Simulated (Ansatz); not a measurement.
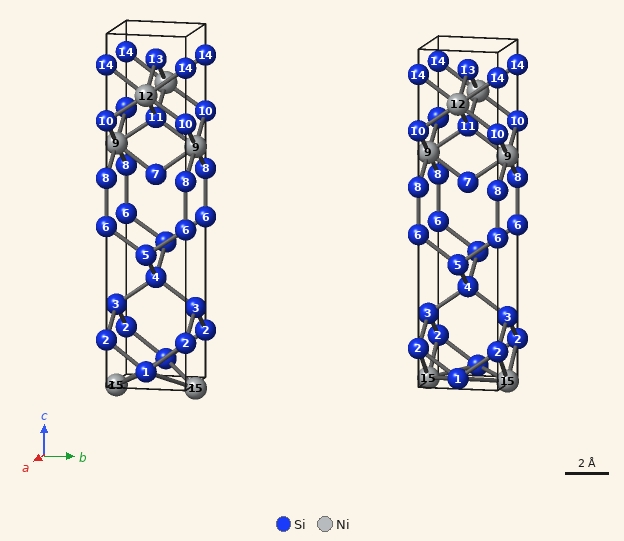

Two geometries of an interface cell of composition Si$_{4}$Ni, drawn at one scale. One is the start of a relaxation, the other its converged end. The picture is a ball-and-stick view of the cell of the calculation, seen slightly off an axis.

Level of theory: Ansatz, DFT PBE, scalar-relativistic, plane waves, PAW. Settings: plane-wave cutoff 420 eV; k-point mesh 9 × 9 × 2; occupations gaussian; smearing width 0.1 eV; no spin polarisation; cell relaxed at fixed a, b, gamma, alpha, beta; force threshold 0.02 eV/Å; at most 70 steps.

**Which geometry has the lower energy?**

The left one is the relaxed one. Case: film shifted by (0.5, 0.5) in the plane. The largest move relative to the cell is that of Ni15, 0.35 Å along −c. By element the largest moves are Ni 0.35 Å, Si 0.32 Å. The volume changes by +4.6 %, with a = b unchanged at 3.868 Å, c 16.251 → 17.001 Å (+4.6 %). Some distances before and after: Si2–Si14 3.082 → 3.777 Å, Si2–Ni15 2.593 → 3.144 Å, Si1–Si14 2.585 → 3.022 Å, Si1–Si13 2.585 → 2.990 Å. Among the angles between lasting bonds that change: Ni15–Si1–Ni15 165.0° → 138.9°, Si2–Si1–Ni15 60.2° → 71.4°, Si2–Si1–Ni15 130.4° → 137.7°. The energy falls by 0.766 eV per cell of the calculation in 5 accepted moves (6 points after the start). Largest force component: 1.2 eV/Å at the start, 0.011 eV/Å at the end. The pressure goes from 0.82 to −3.54 GPa. At 1 point the geometry stayed and the basis and grid were re-selected for the new cell (energy shift of 3.6 meV per cell of the calculation at most each time).
